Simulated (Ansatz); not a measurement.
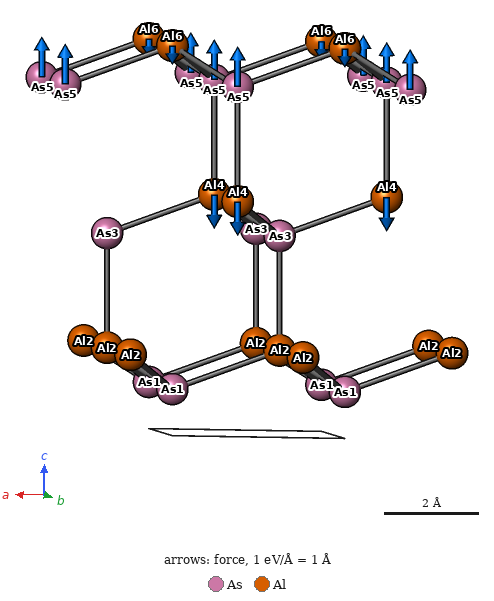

Starting geometry of a slab of composition AlAs (cut from the F-43m phase) with the computed forces as blue arrows. Style: ball-and-stick. Shown: the cell of the calculation, outlined in the plane, without the vacuum, from a free direction.

Case: clean slab, lower half held. The slab is the (1 1 1) face of AlAs. 3 atoms are held fixed.

Method: Ansatz, DFT PBEsol, scalar-relativistic, plane waves, PAW. (plane-wave cutoff 420 eV; k-point mesh 9 × 9 × 1; occupations gaussian; smearing width 0.05 eV; no spin polarisation; dipole correction; atoms relaxed in a fixed cell; force threshold 0.03 eV/Å; at most 70 steps)

> Is this structure relaxed? If not, where do the atoms go?

It isn't relaxed: the largest force vector, on As5, is 0.88 eV/Å. The final displacements follow the starting forces only in part (cosine between the two patterns 0.80). The energy falls by 65.5 meV per cell of the calculation in 3 accepted moves (4 points after the start). Largest force component: 0.88 eV/Å at the start, 0.0038 eV/Å at the end. 1 step only repeated the SCF at the same geometry. Al6 moves most: 0.11 Å along the normal (−c). By element the largest moves are Al 0.11 Å, As 0.04 Å. The cell stays as it was. Some distances before and after: Al4–As5 2.457 → 2.578 Å, As5–Al6 2.457 → 2.412 Å, As3–Al4 2.457 → 2.430 Å. Bond angles that change, for instance: Al4–As5–Al6 109.5° → 106.2°, Al6–As5–Al6 109.5° → 112.5°, As5–Al6–As5 109.5° → 112.5°.
